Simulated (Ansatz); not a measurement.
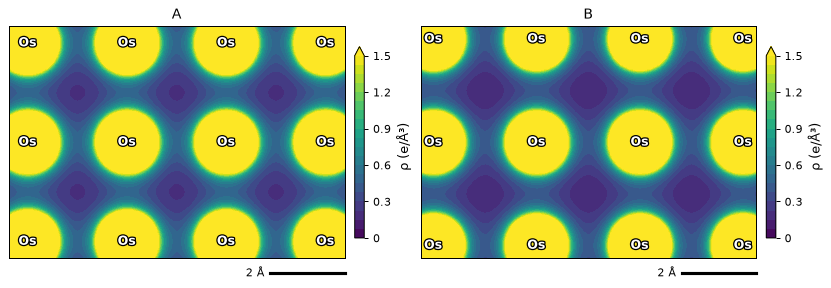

Os. The valence charge density (pseudo) of two cells that differ in size, on the (101) plane of each (indices in the axes of the calculation cell), at one length scale and on one colour scale; one has 13.5 and the other 15.2 Å³ an atom.

Level of theory: DFT, r2SCAN, plane waves (500 eV) with PAW, scalar-relativistic in Ansatz.

Core electrons are frozen (PAW), and the valence fields are smoothed inside the atomic spheres.

The larger cell:

```
Os
1.0
     0.00000    1.96650    1.96650
     1.96650    0.00000    1.96650
     1.96650    1.96650    0.00000
Os
1
Direct
  0.00000 0.00000 0.00000
```

The smaller cell: a = 2.674 Å, b = 2.674 Å, c = 2.674 Å, α = 60.00°, β = 60.00°, γ = 60.00°.

**Which is the denser cell? Describe the effect of the change.**

Panel A is the smaller cell, by 11 % in volume. From the larger cell to the smaller, Os–Os goes from 2.78 to 2.67 Å, and the density at its midpoint from 0.41 to 0.48 e/Å³; the pressure goes from −27 to 19 GPa.
